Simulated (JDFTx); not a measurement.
# Ge: geometry relaxation (part 2 of 2)

The same run, continued: Ge (2 atoms in the cell); Kohn-Sham DFT of a periodic cell, RPBE, PseudoDojo-SR-PBE-0.5-standard, no spin polarisation (JDFTx 1.7.0 (patched build)); cutoff 1061.24 eV, 7×7×7 k-mesh, fermi-dirac of 0.05 eV. The structure derives from a Materials Project entry.

Geometry of the input (Å; fractional positions):
```
-2.5745  2.5745  1.3974
2.5745  -2.5745  1.3974
2.5745  2.5745  -1.3974
Ge 0.5000  0.5000  0.0000
Ge 0.2500  0.7500  0.5000
```

### Log, continued
```
-------- Electronic minimization -----------
Will mix electronic density at each iteration.
	FillingsUpdate:  mu: +0.422170131  nElectrons: 28.000000
	FillingsUpdate:  mu: +0.420191438  nElectrons: 28.000000
SCF: Cycle:  0   F: -159.806187277593637   dF: -8.236e-05   |Residual|: 9.568e-04   |deigs|: 3.258e-05
	FillingsUpdate:  mu: +0.420219319  nElectrons: 28.000000
SCF: Cycle:  1   F: -159.806188163173545   dF: -8.856e-07   |Residual|: 5.223e-04   |deigs|: 6.529e-05
	FillingsUpdate:  mu: +0.420252476  nElectrons: 28.000000
SCF: Cycle:  2   F: -159.806188444440437   dF: -2.813e-07   |Residual|: 6.851e-05   |deigs|: 7.836e-05
	FillingsUpdate:  mu: +0.420250757  nElectrons: 28.000000
SCF: Cycle:  3   F: -159.806188478169105   dF: -3.373e-08   |Residual|: 3.173e-05   |deigs|: 9.572e-06
	FillingsUpdate:  mu: +0.420251748  nElectrons: 28.000000
SCF: Cycle:  4   F: -159.806188487759101   dF: -9.590e-09   |Residual|: 7.240e-06   |deigs|: 4.882e-06
	FillingsUpdate:  mu: +0.420251653  nElectrons: 28.000000
SCF: Cycle:  5   F: -159.806188489969486   dF: -2.210e-09   |Residual|: 3.720e-06   |deigs|: 5.000e-06
	FillingsUpdate:  mu: +0.420251878  nElectrons: 28.000000
SCF: Cycle:  6   F: -159.806188490711122   dF: -7.416e-10   |Residual|: 4.876e-07   |deigs|: 3.518e-05
	FillingsUpdate:  mu: +0.420251879  nElectrons: 28.000000
SCF: Cycle:  7   F: -159.806188490930651   dF: -2.195e-10   |Residual|: 6.923e-07   |deigs|: 2.042e-05
SCF: Converged (|Delta E|<1.000000e-09 for 2 iters).

Setting wave functions to eigenvectors of Hamiltonian
# Lattice vectors:
R =
[     -4.94203      4.94203      4.94203  ]
[      4.94203     -4.94203      4.94203  ]
[       2.7295       2.7295      -2.7295  ]
unit cell volume = 266.658

# Strain tensor in Cartesian coordinates:
[    0.0158175            0            0  ]
[            0    0.0158175            0  ]
[            0            0    0.0336163  ]

# Stress tensor in Cartesian coordinates [Eh/a0^3]:
[  1.43434e-05            0            0  ]
[            0  1.43434e-05            0  ]
[            0            0 -2.94403e-05  ]

# Ionic positions in lattice coordinates:
ion Ge   0.500000000000000   0.500000000000000  -0.000000000000000 1
ion Ge   0.250000000000000   0.750000000000000   0.500000000000000 1

# Forces in Cartesian coordinates:
force Ge  -0.000000000000000  -0.000000000000000   0.000000000000000 1
force Ge   0.000000000000000   0.000000000000000   0.000000000000000 1

# Energy components:
   Eewald =     -109.6559427633950747
       EH =       46.5070851047797404
     Eloc =     -111.6121599938495024
      Enl =      -94.6558933444743502
      Exc =      -43.7662970141288810
 Exc_core =       18.9437129195918494
       KE =      134.4336331062723389
-------------------------------------
     Etot =     -159.8058619852038760
       TS =        0.0003265057267895
-------------------------------------
        F =     -159.8061884909306514

LatticeMinimize: Iter:   3  F: -159.806188490930651  |grad|_K:  1.513e-03  alpha:  1.000e+00  linmin: -9.565e-01

#--- Lowdin population analysis ---
# oxidation-state Ge +0.027 +0.027

-------- Electronic minimization -----------
Will mix electronic density at each iteration.
	FillingsUpdate:  mu: +0.420251879  nElectrons: 28.000000
	FillingsUpdate:  mu: +0.420260105  nElectrons: 28.000000
SCF: Cycle:  0   F: -159.806242392339954   dF: -1.925e-04   |Residual|: 1.701e-03   |deigs|: 7.818e-05
	FillingsUpdate:  mu: +0.420295953  nElectrons: 28.000000
SCF: Cycle:  1   F: -159.806244664776870   dF: -2.272e-06   |Residual|: 9.188e-04   |deigs|: 4.157e-05
	FillingsUpdate:  mu: +0.420337861  nElectrons: 28.000000
SCF: Cycle:  2   F: -159.806245296110262   dF: -6.313e-07   |Residual|: 1.061e-04   |deigs|: 4.017e-05
	FillingsUpdate:  mu: +0.420335475  nElectrons: 28.000000
SCF: Cycle:  3   F: -159.806245380794820   dF: -8.468e-08   |Residual|: 3.895e-05   |deigs|: 1.304e-05
	FillingsUpdate:  mu: +0.420336664  nElectrons: 28.000000
SCF: Cycle:  4   F: -159.806245406004507   dF: -2.521e-08   |Residual|: 1.819e-05   |deigs|: 9.631e-06
	FillingsUpdate:  mu: +0.420336166  nElectrons: 28.000000
SCF: Cycle:  5   F: -159.806245412316144   dF: -6.312e-09   |Residual|: 8.658e-06   |deigs|: 8.404e-06
	FillingsUpdate:  mu: +0.420336480  nElectrons: 28.000000
SCF: Cycle:  6   F: -159.806245414751402   dF: -2.435e-09   |Residual|: 2.560e-06   |deigs|: 2.961e-05
	FillingsUpdate:  mu: +0.420336457  nElectrons: 28.000000
SCF: Cycle:  7   F: -159.806245415319893   dF: -5.685e-10   |Residual|: 1.253e-06   |deigs|: 1.204e-05
	FillingsUpdate:  mu: +0.420336473  nElectrons: 28.000000
SCF: Cycle:  8   F: -159.806245415583817   dF: -2.639e-10   |Residual|: 4.530e-07   |deigs|: 1.468e-05
SCF: Converged (|Delta E|<1.000000e-09 for 2 iters).

Setting wave functions to eigenvectors of Hamiltonian
# Lattice vectors:
R =
[     -4.92134      4.92134      4.92134  ]
[      4.92134     -4.92134      4.92134  ]
[      2.75167      2.75167     -2.75167  ]
unit cell volume = 266.577

# Strain tensor in Cartesian coordinates:
[    0.0115635            0            0  ]
[            0    0.0115635            0  ]
[            0            0    0.0420119  ]

# Stress tensor in Cartesian coordinates [Eh/a0^3]:
[  1.80187e-08            0            0  ]
[            0  1.80187e-08            0  ]
[            0            0 -3.04801e-06  ]

# Ionic positions in lattice coordinates:
ion Ge   0.500000000000000   0.500000000000000  -0.000000000000000 1
ion Ge   0.250000000000000   0.750000000000000   0.500000000000000 1

# Forces in Cartesian coordinates:
force Ge   0.000000000000000  -0.000000000000000   0.000000000000000 1
force Ge  -0.000000000000000  -0.000000000000000  -0.000000000000000 1

# Energy components:
   Eewald =     -109.6563206374970889
       EH =       46.5108537516747376
     Eloc =     -111.6161779478026972
      Enl =      -94.6547685781626171
      Exc =      -43.7667148392944654
 Exc_core =       18.9437135541586557
       KE =      134.4334326151868879
-------------------------------------
     Etot =     -159.8059820817365733
       TS =        0.0002633338472306
-------------------------------------
        F =     -159.8062454155838168

LatticeMinimize: Iter:   4  F: -159.806245415583817  |grad|_K:  1.290e-04  alpha:  1.000e+00  linmin: -8.129e-01

#--- Lowdin population analysis ---
# oxidation-state Ge +0.027 +0.027

-------- Electronic minimization -----------
Will mix electronic density at each iteration.
	FillingsUpdate:  mu: +0.420336473  nElectrons: 28.000000
	FillingsUpdate:  mu: +0.419841869  nElectrons: 28.000000
SCF: Cycle:  0   F: -159.806245525245316   dF: -1.248e-06   |Residual|: 1.446e-04   |deigs|: 8.058e-06
	FillingsUpdate:  mu: +0.419848200  nElectrons: 28.000000
SCF: Cycle:  1   F: -159.806245595101757   dF: -6.986e-08   |Residual|: 7.844e-05   |deigs|: 1.576e-05
	FillingsUpdate:  mu: +0.419855829  nElectrons: 28.000000
SCF: Cycle:  2   F: -159.806245613819613   dF: -1.872e-08   |Residual|: 1.369e-05   |deigs|: 2.218e-05
	FillingsUpdate:  mu: +0.419855700  nElectrons: 28.000000
SCF: Cycle:  3   F: -159.806245615659066   dF: -1.839e-09   |Residual|: 8.902e-06   |deigs|: 5.713e-06
	FillingsUpdate:  mu: +0.419856163  nElectrons: 28.000000
SCF: Cycle:  4   F: -159.806245616186118   dF: -5.271e-10   |Residual|: 1.619e-06   |deigs|: 5.598e-06
	FillingsUpdate:  mu: +0.419856089  nElectrons: 28.000000
SCF: Cycle:  5   F: -159.806245616329477   dF: -1.434e-10   |Residual|: 9.976e-07   |deigs|: 3.267e-06
SCF: Converged (|Delta E|<1.000000e-09 for 2 iters).

Setting wave functions to eigenvectors of Hamiltonian
# Lattice vectors:
R =
[     -4.92117      4.92117      4.92117  ]
[      4.92117     -4.92117      4.92117  ]
[      2.75404      2.75404     -2.75404  ]
unit cell volume = 266.789

# Strain tensor in Cartesian coordinates:
[    0.0115294            0            0  ]
[            0    0.0115294            0  ]
[            0            0    0.0429113  ]

# Stress tensor in Cartesian coordinates [Eh/a0^3]:
[  5.76358e-07            0            0  ]
[            0  5.76358e-07            0  ]
[            0            0  1.38765e-06  ]

# Ionic positions in lattice coordinates:
ion Ge   0.500000000000000   0.500000000000000   0.000000000000000 1
ion Ge   0.250000000000000   0.750000000000000   0.500000000000000 1

# Forces in Cartesian coordinates:
force Ge   0.000000000000000   0.000000000000000  -0.000000000000000 1
force Ge  -0.000000000000000  -0.000000000000000   0.000000000000000 1

# Energy components:
   Eewald =     -109.6262222406560056
       EH =       46.5288779338799472
     Eloc =     -111.6638770780860170
      Enl =      -94.6548059408942635
      Exc =      -43.7663142308736184
 Exc_core =       18.9437135567150392
       KE =      134.4326425906935469
-------------------------------------
     Etot =     -159.8059854092213641
       TS =        0.0002602071081157
-------------------------------------
        F =     -159.8062456163294769

LatticeMinimize: Iter:   5  F: -159.806245616329477  |grad|_K:  6.815e-05  alpha:  1.000e+00  linmin:  8.330e-01

#--- Lowdin population analysis ---
# oxidation-state Ge +0.027 +0.027

-------- Electronic minimization -----------
Will mix electronic density at each iteration.
	FillingsUpdate:  mu: +0.419856089  nElectrons: 28.000000
	FillingsUpdate:  mu: +0.420117921  nElectrons: 28.000000
SCF: Cycle:  0   F: -159.806245630220445   dF: -1.196e-07   |Residual|: 3.145e-05   |deigs|: 1.477e-06
	FillingsUpdate:  mu: +0.420115857  nElectrons: 28.000000
SCF: Cycle:  1   F: -159.806245663482173   dF: -3.326e-08   |Residual|: 2.735e-05   |deigs|: 6.898e-06
	FillingsUpdate:  mu: +0.420114264  nElectrons: 28.000000
SCF: Cycle:  2   F: -159.806245665048124   dF: -1.566e-09   |Residual|: 1.307e-05   |deigs|: 6.723e-06
	FillingsUpdate:  mu: +0.420112743  nElectrons: 28.000000
SCF: Cycle:  3   F: -159.806245665421528   dF: -3.734e-10   |Residual|: 4.478e-06   |deigs|: 1.235e-05
	FillingsUpdate:  mu: +0.420112673  nElectrons: 28.000000
SCF: Cycle:  4   F: -159.806245665474535   dF: -5.301e-11   |Residual|: 3.499e-06   |deigs|: 7.616e-06
SCF: Converged (|Delta E|<1.000000e-09 for 2 iters).

Setting wave functions to eigenvectors of Hamiltonian
# Lattice vectors:
R =
[      -4.9207       4.9207       4.9207  ]
[       4.9207      -4.9207       4.9207  ]
[      2.75338      2.75338     -2.75338  ]
unit cell volume = 266.674

# Strain tensor in Cartesian coordinates:
[    0.0114333            0            0  ]
[            0    0.0114333            0  ]
[            0            0    0.0426613  ]

# Stress tensor in Cartesian coordinates [Eh/a0^3]:
[ -1.88518e-07            0            0  ]
[            0 -1.88518e-07            0  ]
[            0            0  1.79127e-08  ]

# Ionic positions in lattice coordinates:
ion Ge   0.500000000000000   0.500000000000000   0.000000000000000 1
ion Ge   0.250000000000000   0.750000000000000   0.500000000000000 1

# Forces in Cartesian coordinates:
force Ge   0.000000000000000  -0.000000000000000  -0.000000000000000 1
force Ge  -0.000000000000000  -0.000000000000000   0.000000000000000 1

# Energy components:
   Eewald =     -109.6420936974767244
       EH =       46.5195328637028922
     Eloc =     -111.6389100770414444
      Enl =      -94.6547572354969873
      Exc =      -43.7665422075116410
 Exc_core =       18.9437135687255136
       KE =      134.4330715491720412
-------------------------------------
     Etot =     -159.8059852359263573
       TS =        0.0002604295481830
-------------------------------------
        F =     -159.8062456654745347

LatticeMinimize: Iter:   6  F: -159.806245665474535  |grad|_K:  1.131e-05  alpha:  1.000e+00  linmin:  4.292e-01
LatticeMinimize: Converged (|Delta F|<1.000000e-06 for 2 iters).

#--- Lowdin population analysis ---
# oxidation-state Ge +0.027 +0.027

Dumping 'run.eigStats' ...
	eMin: -0.492895 at state 0 ( [ +0.000000 +0.000000 +0.000000 ] spin 0 )
	HOMO: +0.418521 at state 7 ( [ +0.000000 +0.142857 +0.428571 ] spin 0 )
	mu  : +0.420113
	LUMO: +0.420410 at state 15 ( [ +0.000000 +0.428571 -0.285714 ] spin 0 )
	eMax: +0.943637 at state 35 ( [ +0.285714 -0.428571 -0.428571 ] spin 0 )
	HOMO-LUMO gap: +0.001889
	Optical gap  : +0.010494 at state 7 ( [ +0.000000 +0.142857 +0.428571 ] spin 0 )
Done!
```

### Trajectory as extended XYZ (Å, eV, eV/Å), 7 frames, from step=0 to step=6
```
2
Lattice="-2.5745 2.5745 1.3974 2.5745 -2.5745 1.3974 2.5745 2.5745 -1.3974" Properties=species:S:1:pos:R:3:forces:R:3 step=0 energy=-4348.50605
Ge    0.0000    0.0000    1.3974    0.0000   0.0000   0.0000
Ge    2.5745    0.0000    0.6987    0.0000   0.0000   0.0000
2
Lattice="-2.5816 2.5816 1.4033 2.5816 -2.5816 1.4033 2.5816 2.5816 -1.4033" Properties=species:S:1:pos:R:3:forces:R:3 step=1 energy=-4348.51698
Ge    0.0000    0.0000    1.4033    0.0000   0.0000   0.0000
Ge    2.5816    0.0000    0.7016    0.0000   0.0000   0.0000
2
Lattice="-2.6187 2.6187 1.4359 2.6187 -2.6187 1.4359 2.6187 2.6187 -1.4359" Properties=species:S:1:pos:R:3:forces:R:3 step=2 energy=-4348.54610
Ge    0.0000    0.0000    1.4359    0.0000   0.0000   0.0000
Ge    2.6187    0.0000    0.7179    0.0000   0.0000   0.0000
2
Lattice="-2.6152 2.6152 1.4444 2.6152 -2.6152 1.4444 2.6152 2.6152 -1.4444" Properties=species:S:1:pos:R:3:forces:R:3 step=3 energy=-4348.54792
Ge    0.0000    0.0000    1.4444    0.0000   0.0000   0.0000
Ge    2.6152    0.0000    0.7222    0.0000   0.0000   0.0000
2
Lattice="-2.6043 2.6043 1.4561 2.6043 -2.6043 1.4561 2.6043 2.6043 -1.4561" Properties=species:S:1:pos:R:3:forces:R:3 step=4 energy=-4348.54947
Ge    0.0000    0.0000    1.4561    0.0000   0.0000   0.0000
Ge    2.6043    0.0000    0.7281    0.0000   0.0000   0.0000
2
Lattice="-2.6042 2.6042 1.4574 2.6042 -2.6042 1.4574 2.6042 2.6042 -1.4574" Properties=species:S:1:pos:R:3:forces:R:3 step=5 energy=-4348.54947
Ge    0.0000    0.0000    1.4574    0.0000   0.0000   0.0000
Ge    2.6042    0.0000    0.7287    0.0000   0.0000   0.0000
2
Lattice="-2.6039 2.6039 1.4570 2.6039 -2.6039 1.4570 2.6039 2.6039 -1.4570" Properties=species:S:1:pos:R:3:forces:R:3 step=6 energy=-4348.54948
Ge    0.0000    0.0000    1.4570    0.0000   0.0000   0.0000
Ge    2.6039    0.0000    0.7285    0.0000   0.0000   0.0000
```

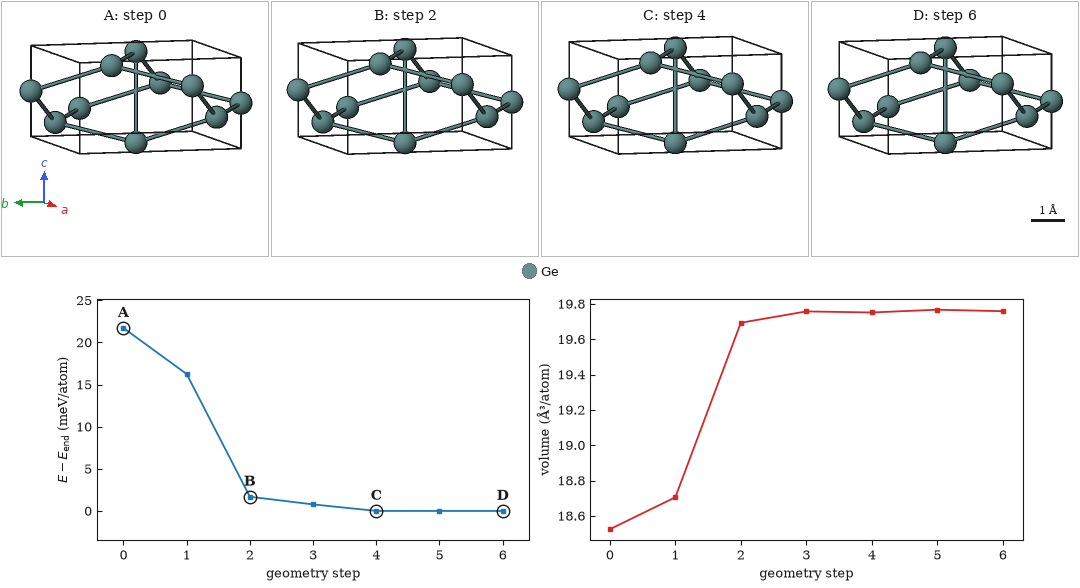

**Figure 1.** Frames of the relaxation (ball-and-stick view of the cell 2 times as large as that of the calculation, set on its symmetry axes, seen at an oblique angle) above the curves, on which the letters mark them (steps are counted from 0).

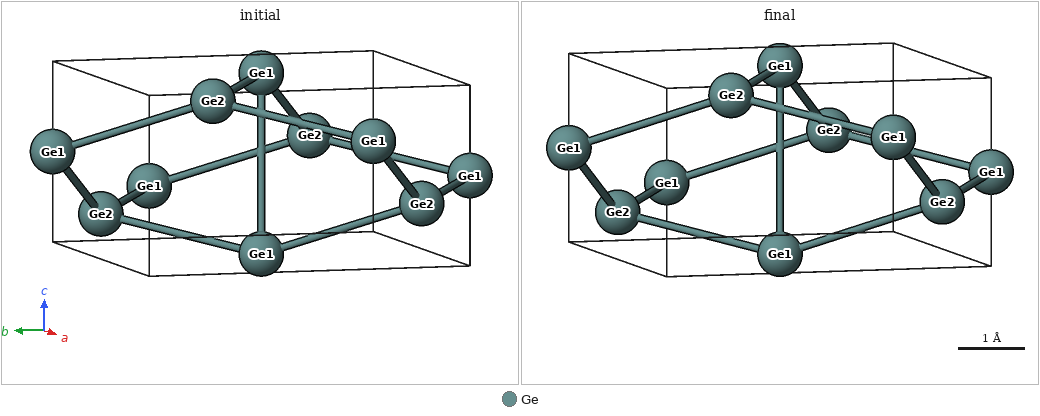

**Figure 2.** Before (left) and after (right) the relaxation, at one scale (ball-and-stick view of the cell 2 times as large as that of the calculation, set on its symmetry axes, seen at an oblique angle). After 6 geometry steps the energy has fallen by 21.7 meV per atom. All forces vanish by symmetry, so only the cell relaxes. The atoms keep their places relative to the cell (all moves are under 0.005 Å). The drawn cell changes as follows: a = b 5.149 → 5.208 Å (+1.1 %), c 2.795 → 2.914 Å (+4.3 %); the volume changes by +6.7 %. Among the contacts that change: Ge1–Ge1 2.795 → 2.914 Å, Ge1–Ge2 2.668 → 2.704 Å. The space group stays I4_1/amd (No. 141). (Atoms are counted from 1 in the order of the input.)
